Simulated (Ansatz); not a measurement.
# Formation energy and levels of the interstitial Cu_i (void) in GaN (P6_3mc)

Wanted: the transition levels of a interstitial in GaN (P6_3mc), from a cell of 72 host atoms with 1 Cu put in.

Main program and level: Ansatz 0.2.0; place-levels on r2SCAN runs: charge-transition levels and formation energies with image-charge correction and potential alignment at the atomic sites; PAW set soft_1.

Experimental background.

“On the origin of Blue Luminescence in Mg doped GaN” (2017, arxiv:1708.04036) quotes from earlier work for GaN, wurtzite (literature experimental value, sample not described, 2 K): band gap (band gap at 2 K) 3.51 eV [Literature value quoted for comparison without method or sample details; may be an …].

This is a report of a sequence of runs, with most program output left out.

**1. Starting point**

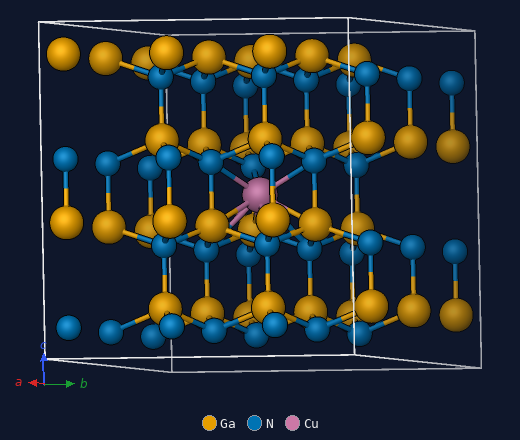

Start, viewed slightly off an axis; gallium orange, nitrogen blue, copper pink. Bonds to atoms that aren't drawn are left out.

The cell holds 73 atoms: 36 Ga, 36 N and 1 Cu. Its edges and angles: a = 9.550 Å, b = 9.550 Å, c = 10.368 Å, α = 90.0°, β = 90.0°, γ = 120.0°. It derives from GaN (space group P6_3mc). Nearest the centre at fractional (0.667, 0.667, 0.094): Cu73 at 0.00 Å, N68 at 2.08 Å, Ga70 at 2.08 Å, N60 at 2.08 Å, Ga62 at 2.08 Å, N36 at 2.08 Å, Ga38 at 2.08 Å, N71 at 2.45 Å.

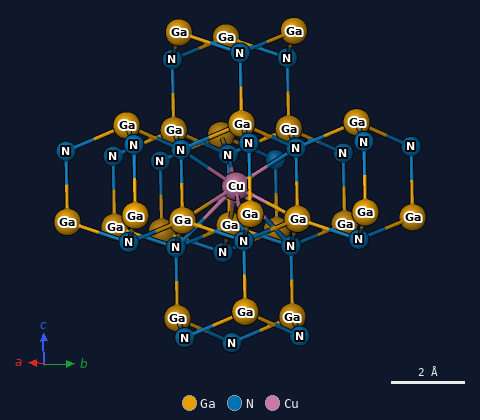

The atoms within 5 Å of the centre.

Coordinates:

Known beforehand: the electronic dielectric constant, (5.83, 5.83, 6.02), and the static one, (10.10, 10.10, 11.19), computed on the host (DFPT, PBEsol, on the r2SCAN cell), and a cell off the functional's own equilibrium shifts the ionic part.

The cell's shortest repeat is 9.5 Å.

**2. Charge states**

Levels follow from differences of total energies between charge states, each relaxed by itself.

Random displacements of about 0.05 Å break the site symmetry at the start, so that the relaxation can reach a distorted minimum if there is one. Forces are taken at one point at (¼, ¼, ¼). The cell holds 1 electron fewer than the neutral one, with a uniform background that keeps it neutral on the whole.

The sampling was tested on the host first: at the k-points planned (1x1x1 shifted 0.25 0.25 0.25) its energy lies -0.023 eV an atom from the dense-mesh value, a large miss, so this sampling is coarse for the host.

One of the inputs; charge, spin and start change from state to state.

qp1.relax/input.yaml

```yaml
crystal:
  lattice:
    - [9.54981763, 0.0, 0.0]
    - [-4.77490882, 8.27038467, 0.0]
    - [0.0, 0.0, 10.36766323]
  atoms:
    - { symbol: Ga, position: [0.22222222, 0.11111111, 0.24955312] }
    - { symbol: Ga, position: [0.11111111, 0.22222222, 0.49955312] }
    - { symbol: "N", position: [0.22222222, 0.11111111, 0.43794688] }
    - { symbol: "N", position: [0.11111111, 0.22222222, 0.18794688] }
    - { symbol: Ga, position: [0.22222222, 0.11111111, 0.74955312] }
    - { symbol: Ga, position: [0.11111111, 0.22222222, 0.99955312] }
    - { symbol: "N", position: [0.22222222, 0.11111111, 0.93794688] }
    - { symbol: "N", position: [0.11111111, 0.22222222, 0.68794688] }
    - { symbol: Ga, position: [0.22222222, 0.44444444, 0.24955312] }
    - { symbol: Ga, position: [0.11111111, 0.55555556, 0.49955312] }
    - { symbol: "N", position: [0.22222222, 0.44444444, 0.43794688] }
    - { symbol: "N", position: [0.11111111, 0.55555556, 0.18794688] }
    - { symbol: Ga, position: [0.22222222, 0.44444444, 0.74955312] }
    - { symbol: Ga, position: [0.11111111, 0.55555556, 0.99955312] }
    - { symbol: "N", position: [0.22222222, 0.44444444, 0.93794688] }
    - { symbol: "N", position: [0.11111111, 0.55555556, 0.68794688] }
    - { symbol: Ga, position: [0.22222222, 0.77777778, 0.24955312] }
    - { symbol: Ga, position: [0.11111111, 0.88888889, 0.49955312] }
    - { symbol: "N", position: [0.22222222, 0.77777778, 0.43794688] }
    - { symbol: "N", position: [0.11111111, 0.88888889, 0.18794688] }
    - { symbol: Ga, position: [0.22222222, 0.77777778, 0.74955312] }
    - { symbol: Ga, position: [0.11111111, 0.88888889, 0.99955312] }
    - { symbol: "N", position: [0.22222222, 0.77777778, 0.93794688] }
    - { symbol: "N", position: [0.11111111, 0.88888889, 0.68794688] }
    - { symbol: Ga, position: [0.55555556, 0.11111111, 0.24955312] }
    - { symbol: Ga, position: [0.44444444, 0.22222222, 0.49955312] }
    - { symbol: "N", position: [0.55555556, 0.11111111, 0.43794688] }
    - { symbol: "N", position: [0.44444444, 0.22222222, 0.18794688] }
    - { symbol: Ga, position: [0.55555556, 0.11111111, 0.74955312] }
    - { symbol: Ga, position: [0.44444444, 0.22222222, 0.99955312] }
    - { symbol: "N", position: [0.55555556, 0.11111111, 0.93794688] }
    - { symbol: "N", position: [0.44444444, 0.22222222, 0.68794688] }
    - { symbol: Ga, position: [0.55555556, 0.44444444, 0.24955312] }
    - { symbol: Ga, position: [0.44444444, 0.55555556, 0.49955312] }
    - { symbol: "N", position: [0.55555556, 0.44444444, 0.43794688] }
    - { symbol: "N", position: [0.44444444, 0.55555556, 0.18794688] }
    - { symbol: Ga, position: [0.55555556, 0.44444444, 0.74955312] }
    - { symbol: Ga, position: [0.44444444, 0.55555556, 0.99955312] }
    - { symbol: "N", position: [0.55555556, 0.44444444, 0.93794688] }
    - { symbol: "N", position: [0.44444444, 0.55555556, 0.68794688] }
    - { symbol: Ga, position: [0.55555556, 0.77777778, 0.24955312] }
    - { symbol: Ga, position: [0.44444444, 0.88888889, 0.49955312] }
    - { symbol: "N", position: [0.55555556, 0.77777778, 0.43794688] }
    - { symbol: "N", position: [0.44444444, 0.88888889, 0.18794688] }
    - { symbol: Ga, position: [0.55555556, 0.77777778, 0.74955312] }
    - { symbol: Ga, position: [0.44444444, 0.88888889, 0.99955312] }
    - { symbol: "N", position: [0.55555556, 0.77777778, 0.93794688] }
    - { symbol: "N", position: [0.44444444, 0.88888889, 0.68794688] }
    - { symbol: Ga, position: [0.88888889, 0.11111111, 0.24955312] }
    - { symbol: Ga, position: [0.77777778, 0.22222222, 0.49955312] }
    - { symbol: "N", position: [0.88888889, 0.11111111, 0.43794688] }
    - { symbol: "N", position: [0.77777778, 0.22222222, 0.18794688] }
    - { symbol: Ga, position: [0.88888889, 0.11111111, 0.74955312] }
    - { symbol: Ga, position: [0.77777778, 0.22222222, 0.99955312] }
    - { symbol: "N", position: [0.88888889, 0.11111111, 0.93794688] }
    - { symbol: "N", position: [0.77777778, 0.22222222, 0.68794688] }
    - { symbol: Ga, position: [0.88888889, 0.44444444, 0.24955312] }
    - { symbol: Ga, position: [0.77777778, 0.55555556, 0.49955312] }
    - { symbol: "N", position: [0.88888889, 0.44444444, 0.43794688] }
    - { symbol: "N", position: [0.77777778, 0.55555556, 0.18794688] }
    - { symbol: Ga, position: [0.88888889, 0.44444444, 0.74955312] }
    - { symbol: Ga, position: [0.77777778, 0.55555556, 0.99955312] }
    - { symbol: "N", position: [0.88888889, 0.44444444, 0.93794688] }
    - { symbol: "N", position: [0.77777778, 0.55555556, 0.68794688] }
    - { symbol: Ga, position: [0.88888889, 0.77777778, 0.24955312] }
    - { symbol: Ga, position: [0.77777778, 0.88888889, 0.49955312] }
    - { symbol: "N", position: [0.88888889, 0.77777778, 0.43794688] }
    - { symbol: "N", position: [0.77777778, 0.88888889, 0.18794688] }
    - { symbol: Ga, position: [0.88888889, 0.77777778, 0.74955312] }
    - { symbol: Ga, position: [0.77777778, 0.88888889, 0.99955312] }
    - { symbol: "N", position: [0.88888889, 0.77777778, 0.93794688] }
    - { symbol: "N", position: [0.77777778, 0.88888889, 0.68794688] }
    - { symbol: Cu, position: [0.666667, 0.666667, 0.09375] }
  host:
    repeats: [3, 3, 2]
    atoms:
      - { symbol: Ga, position: [0.66666667, 0.33333333, 0.49910624] }
      - { symbol: Ga, position: [0.33333333, 0.66666667, 0.99910624] }
      - { symbol: "N", position: [0.66666667, 0.33333333, 0.87589376] }
      - { symbol: "N", position: [0.33333333, 0.66666667, 0.37589376] }
total_charge: 1
basis:
  ecutwfc: 500
  xc_grid: 2
hamiltonian:
  xc: r2scan
  pseudopotentials: { kind: paw, azcp: { folder: soft_1 } }
kpoints:
  mp_grid: { grid: [1, 1, 1], shift: [0.25, 0.25, 0.25] }
scf:
  occupations: { method: fixed }
  max_iter: 60
output:
  forces: true
  charged_corrections:
    epsilon: [5.83, 5.83, 6.02]
    static_epsilon: [10.1, 10.1, 11.19]
    defect_position: [0.666667, 0.666667, 0.09375]
relax:
  f_tol: 0.02
  max_steps: 80
  random_displacement: { amplitude: 0.05, seed: 8202 }
checkpoint:
  write: "../qp1.relax.run"
  compress: false
  write_wavefunctions: true
  write_every: 100000
```

The run is started by

```bash
$ ansatz run input.yaml --threads 4 --pin off --max-ram 15073MiB --backend cpu --events-out ev --progress --plain --runs-dir out
```

The relaxed structure is kept and the sampling changed to a 2×2×2 shifted mesh.

The run of this state that the levels use, under r2SCAN:

qp1.point/input.yaml

```yaml
crystal:
  checkpoint: "../qp1.relax.run"
  host: checkpoint
total_charge: 1
basis:
  ecutwfc: 500
  xc_grid: 2
hamiltonian:
  xc: r2scan
  pseudopotentials: { kind: paw, azcp: { folder: soft_1 } }
kpoints:
  mp_grid: { grid: [2, 2, 2], shift: [0.5, 0.5, 0.5] }
scf:
  occupations: { method: fermi_dirac, width: 0.01 }
  max_iter: 60
output:
  forces: true
  eigenvalues: true
  charged_corrections:
    epsilon: [5.83, 5.83, 6.02]
    static_epsilon: [10.1, 10.1, 11.19]
    defect_position: [0.666667, 0.666667, 0.09375]
  eigenstates: { localisation: true }
  populations: true
  band_densities: [{ bands: [v1, v1] }, { bands: [c1, c1] }]
  write_density: true
  write_potential: true
  volumetric_format: npy
  elf: true
checkpoint:
  read: "../qp1.relax.run"
  write: "../qp1.point.run"
  compress: false
  write_wavefunctions: false
  write_every: 100000
```

Relaxations under r2SCAN at one point at (¼, ¼, ¼); times on 4 threads of Arm Neoverse V2, shared host:

```tsv
charge	moment (μB)	occupations	outcome	steps	largest displacement against the far atoms (Å)	time
0	1	fixed	converged	9	0.36	9.7 min
+1	0	fixed	converged	7	0.37	3.8 min
+2	1	fixed	converged	11	0.29	13 min
```

Single points under r2SCAN at a 2×2×2 shifted mesh; times on 4 threads of Arm Neoverse V2, shared host:

```tsv
charge	moment (μB)	occupations	outcome	time
0	1	fermi-dirac	converged	9.1 min
+1	0	fermi-dirac	converged	3.3 min
+2	1	fermi-dirac	converged	10 min
```

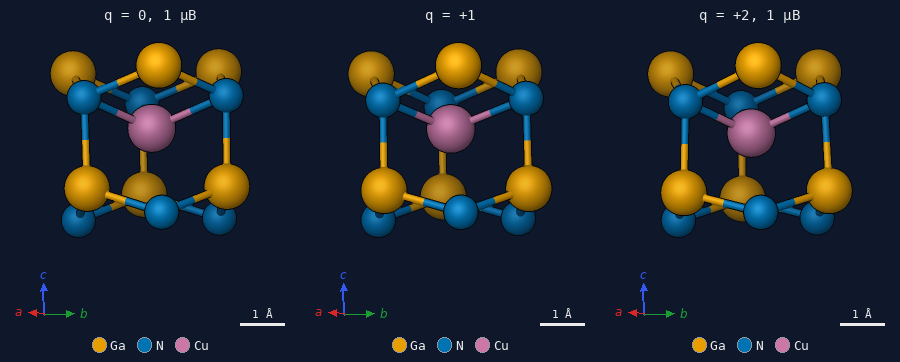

The structures near the centre after relaxation with r2SCAN, by charge.

Distances (Å) from Cu73 to the nearest atoms after relaxation with r2SCAN:

```tsv
charge	moment (μB)	1.	2.	3.	4.	5.	6.
0	1	N 2.01	N 2.01	N 2.02	Ga 2.34	Ga 2.34	Ga 2.35
+1	0	N 1.99	N 1.99	N 1.99	Ga 2.36	Ga 2.36	Ga 2.36
+2	1	N 1.96	N 1.97	N 1.98	Ga 2.38	Ga 2.39	Ga 2.39
```

**3. Placing the levels, r2SCAN**

A charged cell interacts with its images and the background, and its potential has another zero than the host's. place-levels removes the first by a point-charge model, screened by the static dielectric constant since the ions have relaxed around the charge, and the second by comparing potentials at atoms far from the defect.

The host is a run of the defect-free crystal in the same cutoffs, grids and k-points, so that basis and sampling errors cancel in part in the differences. The host is run in a cell of 4 atoms on a matching mesh. Its band edges are searched through the zone by a band path, so the gap is smaller than, or equal to, that on the mesh. Chemical potentials are energies per atom of Cu (fcc), run with the same functional and cutoff.

levels.point.yaml

```yaml
host:
  run: host.point.run
states: [q0_M1.point.run, qp1.point.run, qp2_M1.point.run]
geometry_from:
  q0_M1.point.run: q0_M1.relax.run
  qp1.point.run: qp1.relax.run
  qp2_M1.point.run: qp2_M1.relax.run
  host.point.run: host.relax.run
chemical_potentials:
  Cu:
    energy: -6631.253193
    dataset: "<sha256 of the dataset>"
epsilon: [5.83, 5.83, 6.02]
static_epsilon: [10.1, 10.1, 11.19]
vertical:
  - { from: qp1.point.run, to: qp1.point_neutral.run }
  - { from: qp2_M1.point.run, to: qp2_M1.point_neutral.run }
```

The run is started by

```bash
$ ansatz place-levels levels.point.yaml -- --threads 4 --pin off --max-ram 15073MiB
```

Run time: 0.35 s. Hardware: 4 threads of Arm Neoverse V2, shared host.

Levels between the charges placed, in eV above the valence top:

```tsv
	gap (eV)	(+2/+1)	(+1/0)
r2SCAN	2.35	0.00	2.54
```

Corrections by state:

```tsv
charge	moment (μB)	image terms and alignment (eV)	band filling (eV)	ε used	over the lowest of its charge, as the program ranks them, band filling apart (eV)
+2	1.0	1.282	-0.486	principal values (10.10, 10.10, 11.19)	0.000
+1	0.0	0.476	-	principal values (10.10, 10.10, 11.19)	0.000
0	1.0	0.000	-0.695	-	0.000
```

The charged structures listed were also run neutral, and place-levels reads from each pair, by the potential or the spins, how wide the charge is by which they differ; that can be the carrier of either run.

```tsv
charge	rms radius (Å)	spread where it is widest against the cell (Å)	wide from (Å)	reading
+2	3.9	2.22	1.43	wide
+1	5.0	2.70	1.43	wide
```

The neutral runs of these pairs need not share the spin of the lowest neutral state, and very wide values only mean spread over the cell.

From the program's caveats on the states, each cut to its opening words:

- charge +2 (1 μB): it parts from the run at its places by a charge that spreads by about 2.2 Å along one vector (1.4 Å or more is wide), by its potential at epsilon [5.83, 5.83, [...]
- charge +2 (1 μB): a band-filling correction moves a carrier to the host's band edge, which changes its energy by -0.486 eV
- charge +2 (1 μB): its displacements don't fall off away from the defect: farther atoms stand 0.02 Å off the host's places
- charge +2 (1 μB), 0 (1 μB): flagged: stability check not made
- charge +1: how wide its charge is, is not read beside other atoms or cores, and a band state would take no correction
- charge +1: its displacements don't fall off away from the defect: farther atoms stand 0.014 Å off the host's places
- charge 0 (1 μB): a band-filling correction moves a carrier to the host's band edge, which changes its energy by -0.695 eV
- charge 0 (1 μB): its displacements don't fall off away from the defect: farther atoms stand 0.015 Å off the host's places
- charge 0 (1 μB): its moments are held at its close (magnetization.spin_locking), by a field of 0.178 eV a Bohr magneton, and its energy and levels are of the state that this [...]

Chemical potentials of the elements' reference phases, run alike. Formation energy by charge state (elemental references; gap 2.35 eV):

```tsv
charge	at valence top (eV)	at conduction bottom (eV)	correction included (eV)
+2	3.00	7.70	0.80
+1	3.00	5.35	0.48
0	5.54	5.54	-0.70
```

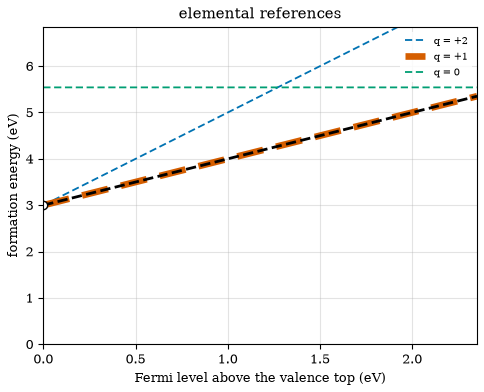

Formation energy against Fermi level; the thick line follows the lowest charge state and circles mark the transition levels.

**4. The same at the relaxations' own k-points**

The relaxations' own energies give the levels at their sampling, for comparison.

levels.relax_mesh.yaml

```yaml
host:
  run: host.relax.run
states: [q0_M1.relax.run, qp1.relax.run, qp2_M1.relax.run]
chemical_potentials:
  Cu:
    energy: -6631.253193
    dataset: "<sha256 of the dataset>"
```

The run is started by

```bash
$ ansatz place-levels levels.relax_mesh.yaml -- --threads 4 --pin off --max-ram 15073MiB
```

The job ended after 0.11 s (4 threads).

Levels between neighbouring charges, in eV above the valence top:

```tsv
	gap (eV)	(+2/+1)	(+1/0)
one point at (¼, ¼, ¼)	2.36	0.00	2.54
a 2×2×2 shifted mesh	2.35	0.00	2.54
```

Going from one point at (¼, ¼, ¼) to a 2×2×2 shifted mesh moves formation energies against the elements by up to 0.04 eV; band-filling terms, which differ between samplings, are in these energies.

**5. Results**

```json
{
 "gap of the host": "2.35 eV (r2SCAN)",
 "level (plus 2/plus 1)": "0.00 eV above the valence top (-0.49 eV above the valence top without the band-filling term)",
 "level (plus 1/0)": "2.54 eV above the valence top, past the conduction bottom (3.24 eV above the valence top without the band-filling term)",
 "lowest of the charges placed, just above the valence top (0.02 eV)": "+1",
 "lowest of the charges placed, just below the conduction bottom (0.02 eV)": "+1",
 "lowest formation energy at mid-gap of the charges run, elemental references": "4.17 eV"
}
```

Of the charges placed (0, +1 and +2), +1 is the lowest from 0.02 eV above the valence top to 0.02 eV below the conduction bottom, a gap of 2.35 eV. Charges below 0 were not placed, so these runs say nothing of levels that involve them. States placed: +2 at 1 μB; +1 at 0 μB; 0 at 1 μB. Other spin states or structures, where not listed, weren't placed. The program finds carriers beyond a band edge of the host and adds a band-filling term at charge 0 (-0.70 eV) and +2 (-0.49 eV); steps to such a charge show no bound level, and a defect level inside a band would be read the same way. Cu is taken at its element; compounds, which aren't counted here, bound the chemical potentials and would shift these formation energies. Going from one point at (¼, ¼, ¼) to a 2×2×2 shifted mesh moves formation energies against the elements by up to 0.04 eV; band-filling terms, which differ between samplings, are in these energies. Keep in mind: r2SCAN makes the gap too small and tends to spread out bound carriers; where a gas molecule sets a chemical potential or the host's formation energy, its binding is uncorrected; force components of up to 0.39 eV/Å remain in a run at the final settings.

Calculation against experiment:

| quantity | measured | r2SCAN |
| --- | --- | --- |
| band gap (least gap of the host) (eV) | 3.51 | 2.35 (-1.16 eV) |

Measured values from arxiv:1708.04036 (2017).

**Verdict.** The band gap is off by -1.16 eV: a clear miss. Local and semilocal functionals usually give gaps below the measured ones. Zero-point and thermal motion shift the measured gap.

[Logs are printed without paths, hosts, clocks, repeated set-up lines and the standing remarks that a program may print on its own settings, such as how far it seeks lower states.]

[Hosts, paths, dates, database ids (printed as entryN), source tags and the programs' standing remarks are cut or masked in the printed files.]

[Where a table of states has a column of steps, it counts the stored structures, which are thinned; the runs took as many ionic steps or more.]

[A defect's name tells the site on which it was built; relaxed atoms can leave that site.]

[For some hosts the program warned that the k-mesh of the response run may be too coarse for force constants and the static dielectric constant; such warnings are not shown here.]
